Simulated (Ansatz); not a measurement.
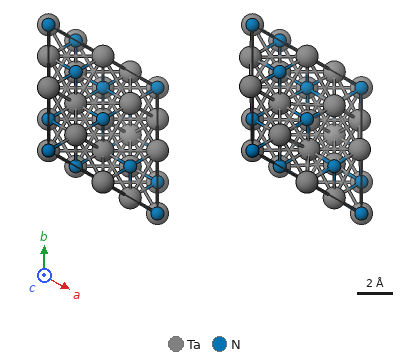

Two geometries of a defect cell of composition Ta$_{16}$N$_{15}$, drawn at one scale. One is the start of a relaxation, the other its converged end. Style: ball-and-stick. Shown: the cell of the calculation (origin shifted), along the c axis.

Theory: DFT PBE, scalar-relativistic, plane waves, PAW (Ansatz 0.2.0). Set-up: plane-wave cutoff 420 eV; k-point mesh 4 × 4 × 4; occupations gaussian; smearing width 0.1 eV; mesh shifted by (0.5, 0.5, 0.5); no spin polarisation; atoms relaxed in a fixed cell; force threshold 0.025 eV/Å; at most 45 steps.

Q: Which geometry has the lower energy?

A: The right one is the relaxed one. Case: N vacancy (site a), charge +0, atoms relaxed at the host's cell. The largest moves, 0.16 Å, are those of Ta atoms. Largest moves by element: Ta 0.16 Å, N 0.01 Å. The cell stays as it was. Near-neighbour distances that change, for instance: Ta–Ta 3.123 → 2.894 Å, N–Ta 2.209 → 2.371 Å, Ta–Ta 3.123 → 3.240 Å, N–Ta 2.209 → 2.215 Å. Bond angles that change, for instance: Ta–N–Ta 90.0° → 81.9°, Ta–N–Ta 90.0° → 94.2°, Ta–N–Ta 180.0° → 176.1°. After 4 geometry steps the energy has fallen by 0.704 eV per cell of the calculation. Largest force component: 1.3 eV/Å at the start, 0.011 eV/Å at the end.

Limits of the set-up: the cell has an odd number of electrons but was run without spin polarisation; the periodic images lie only 7.7 Å apart, so the values are limited by the cell's size.
